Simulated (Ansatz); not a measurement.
## Geometry relaxation, with input and output: Hf$_{2}$Si$_{5}$ (part 3 of 3)

The same run, continued: Hf$_{2}$Si$_{5}$ (slab, 14 atoms in the cell); DFT PBE, scalar-relativistic, plane waves, PAW, no spin polarisation (Ansatz 0.2.0); cutoff 420 eV, 10×10×1 k-mesh, Gaussian smearing of 0.1 eV. The structure derives from an entry of the Crystallography Open Database. It belongs to a series of runs on one base structure; here: (0 1 0) slab, atoms relaxed.

Geometry of the input (Å; fractional positions):
```
3.6598  0.0000  0.0000
0.0000  3.6825  0.0000
0.0000  0.0000  29.6002
Si 0.2500  0.5000  0.2534
Si 0.7500  0.0000  0.2537
Hf 0.7500  0.5000  0.3248
Si 0.2500  0.0000  0.3500
Si 0.7500  0.0000  0.4035
Hf 0.2500  0.5000  0.4287
Si 0.2500  0.0000  0.4999
Si 0.7500  0.5000  0.5001
Hf 0.7500  0.0000  0.5713
Si 0.2500  0.5000  0.5965
Si 0.7500  0.5000  0.6500
Hf 0.2500  0.0000  0.6752
Si 0.2500  0.5000  0.7463
Si 0.7500  0.0000  0.7466
```

### Output, continued
```
  k-point 2: bands = ["-55.8356", "-55.8356", "-55.7553", "-55.7553", "-24.6161", "-24.6108", "-24.5723", "-24.5721", "-24.5188", "-24.5182", "-24.5136", "-24.5136", "-24.4710", "-24.4691", "-24.4174", "-24.4174", "-5.9110", "-5.8518", "-5.8437", "-5.8424", "-5.8403", "-5.8394", "-5.8343", "-5.8335", "-5.8328", "-5.8326", "-5.8288", "-5.8287", "-5.8269", "-5.8264", "-5.7966", "-5.7769", "-5.7599", "-5.7598", "-5.7499", "-5.7499", "-5.7492", "-5.7491", "-5.7479", "-5.7474", "-5.7410", "-5.7410", "-5.7330", "-5.7330", "-5.7205", "-5.4285", "-4.9272", "-4.2142", "-4.0433", "-1.4346", "-0.7672", "0.4071", "1.0516", "1.3163", "1.3349", "1.7480", "2.9553", "3.1009", "3.3004", "3.3080", "3.5154", "3.6211", "3.6373", "4.1353", "4.5582", "4.5887", "4.6455", "4.6528", "4.9510", "5.8297", "6.3659", "6.4946", "6.5230", "6.7304", "6.8283", "7.0160", "7.1320", "7.5621", "7.5650", "7.6113", "8.1067", "8.1272", "8.3547", "9.4908", "9.5254", "9.5291", "9.5988"]
  k-point 35: bands = ["-55.8309", "-55.8309", "-55.7507", "-55.7507", "-24.6370", "-24.6370", "-24.6294", "-24.6294", "-24.5865", "-24.5865", "-24.5774", "-24.5774", "-24.4992", "-24.4992", "-24.4713", "-24.4713", "-5.8432", "-5.8432", "-5.8429", "-5.8429", "-5.8389", "-5.8389", "-5.8298", "-5.8298", "-5.8287", "-5.8287", "-5.8285", "-5.8285", "-5.8266", "-5.8266", "-5.7646", "-5.7646", "-5.7551", "-5.7551", "-5.7529", "-5.7529", "-5.7517", "-5.7517", "-5.7377", "-5.7377", "-5.7370", "-5.7370", "-5.7368", "-5.7368", "-2.6122", "-2.6122", "-2.5483", "-2.5483", "-1.3128", "-1.3128", "-0.4159", "-0.4159", "-0.4122", "-0.4122", "0.1351", "0.1351", "0.8663", "0.8663", "1.0398", "1.0398", "2.1880", "2.1880", "2.3964", "2.3964", "2.8168", "2.8168", "3.0358", "3.0358", "3.8188", "3.8188", "5.4032", "5.4032", "5.4502", "5.4502", "8.2954", "8.2954", "8.4783", "8.4783", "8.8250", "8.8250", "9.2183", "9.2183", "9.2374", "9.2374", "10.0201", "10.0201", "10.0455"]
--- Relaxed structure (6 steps of the walk, 6 accepted, 0 SCFs on fresh bases) ---
  F+E_penalty+E_count = -69247.45567076 eV   max|allowed force component| = 4.767e-3 eV/Å
  atoms:
    - { symbol: Si, position: [0.24999999999999997, 0.5, 0.2521934820071023] }
    - { symbol: Si, position: [0.7499999999999999, -5.032292952792719e-33, 0.25225573806518853] }
    - { symbol: Hf, position: [0.7499999999999999, 0.5, 0.32740643412782267] }
    - { symbol: Si, position: [0.24999999999999997, 5.966962956713984e-34, 0.3470627861439391] }
    - { symbol: Si, position: [0.7499999999999999, 1.1270411189792486e-33, 0.4027158594965485] }
    - { symbol: Hf, position: [0.24999999999999997, 0.5, 0.42874848407779254] }
    - { symbol: Si, position: [0.24999999999999997, -5.377285587413129e-35, 0.5000218947907585] }
    - { symbol: Si, position: [0.7499999999999999, 0.5, 0.4999780442718195] }
    - { symbol: Hf, position: [0.7499999999999999, -5.759459561726155e-34, 0.5712514528590471] }
    - { symbol: Si, position: [0.24999999999999997, 0.5, 0.5972841339971664] }
    - { symbol: Si, position: [0.7499999999999999, 0.5, 0.6529372212171274] }
    - { symbol: Hf, position: [0.24999999999999997, 5.092588594711826e-34, 0.6725936006944775] }
    - { symbol: Si, position: [0.24999999999999997, 0.5, 0.7477443130349517] }
    - { symbol: Si, position: [0.7499999999999999, 5.582264503685564e-33, 0.7478065552162576] }
```

### Trajectory as extended XYZ (Å, eV, eV/Å), 6 frames, from step=1 to step=6
```
14
Lattice="3.6598 0.0000 0.0000 0.0000 3.6825 0.0000 0.0000 0.0000 29.6002" Properties=species:S:1:pos:R:3:forces:R:3 step=1 energy=-69247.33318
Si    0.9149    1.8413    7.5000    0.0000   0.0000  -0.2371
Si    2.7448    0.0000    7.5082    0.0000   0.0000  -0.3136
Hf    2.7448    1.8413    9.6132    0.0000   0.0000   0.8648
Si    0.9149    0.0000   10.3601    0.0000   0.0000  -0.3967
Si    2.7448    0.0000   11.9442    0.0000   0.0000  -0.0181
Hf    0.9149    1.8413   12.6910    0.0000   0.0000   0.0917
Si    0.9149    0.0000   14.7960    0.0000   0.0000   0.0039
Si    2.7448    1.8413   14.8042    0.0000   0.0000  -0.0039
Hf    2.7448    0.0000   16.9092    0.0000   0.0000  -0.0917
Si    0.9149    1.8413   17.6561    0.0000   0.0000   0.0181
Si    2.7448    1.8413   19.2402    0.0000   0.0000   0.3967
Hf    0.9149    0.0000   19.9870    0.0000   0.0000  -0.8648
Si    0.9149    1.8413   22.0920    0.0000   0.0000   0.3136
Si    2.7448    0.0000   22.1002    0.0000   0.0000   0.2371
14
Lattice="3.6598 0.0000 0.0000 0.0000 3.6825 0.0000 0.0000 0.0000 29.6002" Properties=species:S:1:pos:R:3:forces:R:3 step=2 energy=-69247.42695
Si    0.9149    1.8413    7.4444    0.0000   0.0000   0.1201
Si    2.7448    0.0000    7.4352    0.0000   0.0000   0.1653
Hf    2.7448    1.8413    9.7183    0.0000   0.0000  -0.3724
Si    0.9149    0.0000   10.3069    0.0000   0.0000  -0.2226
Si    2.7448    0.0000   11.9069    0.0000   0.0000   0.2398
Hf    0.9149    1.8413   12.6920    0.0000   0.0000   0.0588
Si    0.9149    0.0000   14.7966    0.0000   0.0000   0.0495
Si    2.7448    1.8413   14.8036    0.0000   0.0000  -0.0495
Hf    2.7448    0.0000   16.9082    0.0000   0.0000  -0.0588
Si    0.9149    1.8413   17.6933    0.0000   0.0000  -0.2398
Si    2.7448    1.8413   19.2933    0.0000   0.0000   0.2226
Hf    0.9149    0.0000   19.8819    0.0000   0.0000   0.3723
Si    0.9149    1.8413   22.1651    0.0000   0.0000  -0.1653
Si    2.7448    0.0000   22.1558    0.0000   0.0000  -0.1201
14
Lattice="3.6598 0.0000 0.0000 0.0000 3.6825 0.0000 0.0000 0.0000 29.6002" Properties=species:S:1:pos:R:3:forces:R:3 step=3 energy=-69247.44998
Si    0.9149    1.8413    7.4736    0.0000   0.0000  -0.0677
Si    2.7448    0.0000    7.4725    0.0000   0.0000  -0.0600
Hf    2.7448    1.8413    9.6769    0.0000   0.0000   0.1099
Si    0.9149    0.0000   10.2731    0.0000   0.0000  -0.0556
Si    2.7448    0.0000   11.8981    0.0000   0.0000   0.1426
Hf    0.9149    1.8413   12.6909    0.0000   0.0000  -0.0545
Si    0.9149    0.0000   14.8002    0.0000   0.0000  -0.0001
Si    2.7448    1.8413   14.8001    0.0000   0.0000   0.0001
Hf    2.7448    0.0000   16.9094    0.0000   0.0000   0.0545
Si    0.9149    1.8413   17.7021    0.0000   0.0000  -0.1426
Si    2.7448    1.8413   19.3271    0.0000   0.0000   0.0556
Hf    0.9149    0.0000   19.9234    0.0000   0.0000  -0.1099
Si    0.9149    1.8413   22.1277    0.0000   0.0000   0.0600
Si    2.7448    0.0000   22.1266    0.0000   0.0000   0.0677
14
Lattice="3.6598 0.0000 0.0000 0.0000 3.6825 0.0000 0.0000 0.0000 29.6002" Properties=species:S:1:pos:R:3:forces:R:3 step=4 energy=-69247.45462
Si    0.9149    1.8413    7.4587    0.0000   0.0000   0.0072
Si    2.7448    0.0000    7.4578    0.0000   0.0000   0.0151
Hf    2.7448    1.8413    9.6861    0.0000   0.0000   0.0122
Si    0.9149    0.0000   10.2708    0.0000   0.0000   0.0171
Si    2.7448    0.0000   11.9275    0.0000   0.0000  -0.0761
Hf    0.9149    1.8413   12.6871    0.0000   0.0000   0.0602
Si    0.9149    0.0000   14.7999    0.0000   0.0000   0.0072
Si    2.7448    1.8413   14.8003    0.0000   0.0000  -0.0071
Hf    2.7448    0.0000   16.9131    0.0000   0.0000  -0.0602
Si    0.9149    1.8413   17.6727    0.0000   0.0000   0.0760
Si    2.7448    1.8413   19.3294    0.0000   0.0000  -0.0171
Hf    0.9149    0.0000   19.9141    0.0000   0.0000  -0.0122
Si    0.9149    1.8413   22.1424    0.0000   0.0000  -0.0151
Si    2.7448    0.0000   22.1416    0.0000   0.0000  -0.0072
14
Lattice="3.6598 0.0000 0.0000 0.0000 3.6825 0.0000 0.0000 0.0000 29.6002" Properties=species:S:1:pos:R:3:forces:R:3 step=5 energy=-69247.45563
Si    0.9149    1.8413    7.4657    0.0000   0.0000  -0.0016
Si    2.7448    0.0000    7.4666    0.0000   0.0000   0.0037
Hf    2.7448    1.8413    9.6923    0.0000   0.0000  -0.0026
Si    0.9149    0.0000   10.2730    0.0000   0.0000   0.0063
Si    2.7448    0.0000   11.9216    0.0000   0.0000  -0.0022
Hf    0.9149    1.8413   12.6931    0.0000   0.0000  -0.0220
Si    0.9149    0.0000   14.8010    0.0000   0.0000  -0.0029
Si    2.7448    1.8413   14.7992    0.0000   0.0000   0.0029
Hf    2.7448    0.0000   16.9071    0.0000   0.0000   0.0220
Si    0.9149    1.8413   17.6786    0.0000   0.0000   0.0022
Si    2.7448    1.8413   19.3272    0.0000   0.0000  -0.0063
Hf    0.9149    0.0000   19.9079    0.0000   0.0000   0.0026
Si    0.9149    1.8413   22.1336    0.0000   0.0000  -0.0037
Si    2.7448    0.0000   22.1346    0.0000   0.0000   0.0016
14
Lattice="3.6598 0.0000 0.0000 0.0000 3.6825 0.0000 0.0000 0.0000 29.6002" Properties=species:S:1:pos:R:3:forces:R:3 step=6 energy=-69247.45567
Si    0.9149    1.8413    7.4650    0.0000   0.0000  -0.0024
Si    2.7448    0.0000    7.4668    0.0000   0.0000   0.0002
Hf    2.7448    1.8413    9.6913    0.0000   0.0000  -0.0012
Si    0.9149    0.0000   10.2731    0.0000   0.0000  -0.0006
Si    2.7448    0.0000   11.9205    0.0000   0.0000   0.0010
Hf    0.9149    1.8413   12.6911    0.0000   0.0000   0.0048
Si    0.9149    0.0000   14.8008    0.0000   0.0000  -0.0004
Si    2.7448    1.8413   14.7995    0.0000   0.0000   0.0004
Hf    2.7448    0.0000   16.9092    0.0000   0.0000  -0.0048
Si    0.9149    1.8413   17.6797    0.0000   0.0000  -0.0010
Si    2.7448    1.8413   19.3271    0.0000   0.0000   0.0006
Hf    0.9149    0.0000   19.9089    0.0000   0.0000   0.0012
Si    0.9149    1.8413   22.1334    0.0000   0.0000  -0.0002
Si    2.7448    0.0000   22.1352    0.0000   0.0000   0.0024
```

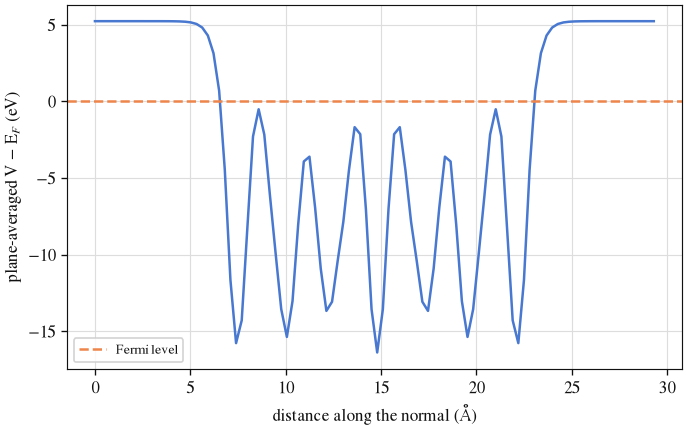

Plane average of the electrostatic potential energy of an electron across the cell, from the Fermi level. The vacuum level lies 5.23 eV above the Fermi level.

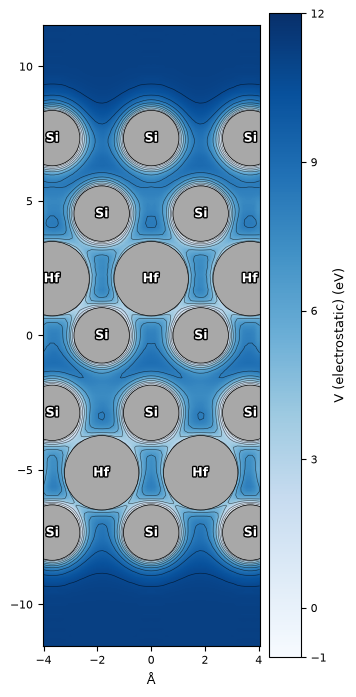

Electrostatic potential energy of an electron on the (100) plane of the calculation cell, a cut from vacuum to vacuum. Grey discs, where drawn, cover atomic cores. In a PAW calculation such maps are meaningful between the atoms, not at the nuclei.

### Key numbers

| quantity | value |
| --- | --- |
| outcome | converged |
| electrons treated | 144 |
| free energy | −69247.4557 eV |
| work function, top face | 5.23 eV |
| work function, bottom face | 5.23 eV |
| Fermi energy | 5.953 eV |
| gap on the k-point mesh | none (metallic) |
| final volume | 398.93 Å³ |
| work function (upper face) | 5.23 eV |
| largest force (length of the vector) at the end | 0.005 eV/Å |
| hardware | 1 thread of Intel Xeon @ 2.70GHz, 189 GiB of memory available, shared host |
| wall time | 18 min |
| peak memory | 1.1 GiB |

### Remarks

The program warns: the exchange-correlation potential is rough where the density is thin. Spin–orbit coupling is left out, which matters for Hf.
